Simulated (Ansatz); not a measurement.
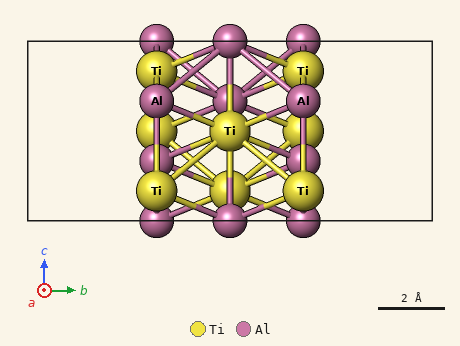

Starting structure of a wire of composition TiAl. Style: ball-and-stick. Shown: the cell of the calculation, with the vacuum cut short, along the a axis.

Case: wire along [1 1 1], 16 atoms a period.

Computed with DFT PBE, scalar-relativistic, plane waves, PAW in Ansatz.

The input:
```yaml
crystal:
  lattice:
    - [14.2, 0.0, 0.0]
    - [0.0, 13.8, 0.0]
    - [0.0, 0.0, 5.5188398667]
  atoms:
    - { symbol: Ti, position: [0.4083941527, 0.5, 0.1666666667] }
    - { symbol: Ti, position: [0.3167883054, 0.3367350043, 0.5] }
    - { symbol: Ti, position: [0.3167883054, 0.6632649957, 0.5] }
    - { symbol: Ti, position: [0.6832116946, 0.3367350043, 0.1666666667] }
    - { symbol: Ti, position: [0.6832116946, 0.6632649957, 0.1666666667] }
    - { symbol: Ti, position: [0.5916058473, 0.5, 0.5] }
    - { symbol: Ti, position: [0.5, 0.3367350043, 0.8333333333] }
    - { symbol: Ti, position: [0.5, 0.6632649957, 0.8333333333] }
    - { symbol: Al, position: [0.3167883054, 0.3367350043, 0.0] }
    - { symbol: Al, position: [0.3167883054, 0.6632649957, 0.0] }
    - { symbol: Al, position: [0.5916058473, 0.5, 0.0] }
    - { symbol: Al, position: [0.5, 0.3367350043, 0.3333333333] }
    - { symbol: Al, position: [0.5, 0.6632649957, 0.3333333333] }
    - { symbol: Al, position: [0.4083941527, 0.5, 0.6666666667] }
    - { symbol: Al, position: [0.6832116946, 0.3367350043, 0.6666666667] }
    - { symbol: Al, position: [0.6832116946, 0.6632649957, 0.6666666667] }
basis:
  ecutwfc: 420
kpoints:
  mp_grid: { grid: [1, 1, 10] }
hamiltonian:
  xc: pbe
scf:
  occupations: { method: gaussian, width: 0.05 }
output:
  forces: true
  stress: true
  eigenvalues: true
  populations: true
  write_density: true
  write_potential: true
  elf: true
  volumetric_format: npy
relax:
  adjacent_minimum: "off"
  f_tol: 0.02
  max_steps: 45
  cell: { fix: [a, b, alpha, beta, gamma], stress_tol: 0.03 }
```

Run as
```bash
ansatz run input.yaml --threads 4 --pin off --max-ram 11264MiB --backend cpu --events-out ev --progress --plain --runs-dir out
```

Q: Where does the relaxation end?

A: The largest moves relative to the centre of the atoms, 0.45 Å, are those of Al12 and Al13. By element the largest moves are Al 0.45 Å, Ti 0.38 Å. Along the periodic axis the drawn cell goes c 5.519 → 5.467 Å (−0.9 %). Among the contacts that change: Ti1–Ti6 3.186 → 2.575 Å, Al11–Al14 3.186 → 2.798 Å, Ti2–Ti7 3.186 → 2.834 Å, Ti1–Ti2 3.186 → 2.908 Å. New bonds form, among them: Ti1–Ti6 (3.19 → 2.58 Å). Bond angles that change, for instance: Ti2–Al12–Ti4 180.0° → 154.5°, Al11–Ti5–Al13 70.5° → 91.3°, Ti1–Al12–Ti7 109.5° → 93.2°. After 7 accepted moves (8 points after the start) the energy has fallen by 1.913 eV per cell of the calculation. The largest force component goes from 1.2 to 0.019 eV/Å. At 1 point the geometry stayed and the basis and grid were re-selected for the new cell (energy shift of 0.5 meV per cell of the calculation at most each time). Cost: 2 min on 4 threads of Arm Neoverse V2 (shared host), peak memory 2.5 GiB.

Step by step:

```tsv
step	E − E(0), meV/atom	largest force component, eV/Å	note
0	0.00	1.2410	
1	-75.87	0.6048	
2	-106.88	0.4865	
3	-116.51	0.2091	
4	-118.73	0.0976	
5	-119.22	0.1123	
6	-119.51	0.0452	
7	-119.57	0.0188	
8	-119.54	0.0188	same geometry, new basis
```

The end point in the same view:

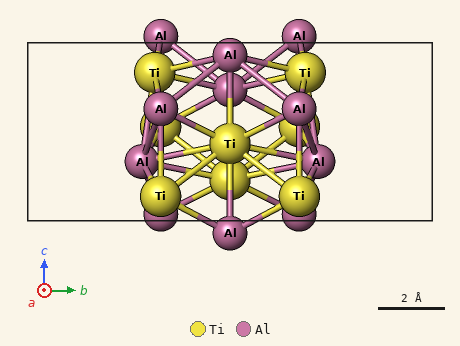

Limits of the set-up: the k-point mesh is coarse for a cell with partly filled bands.
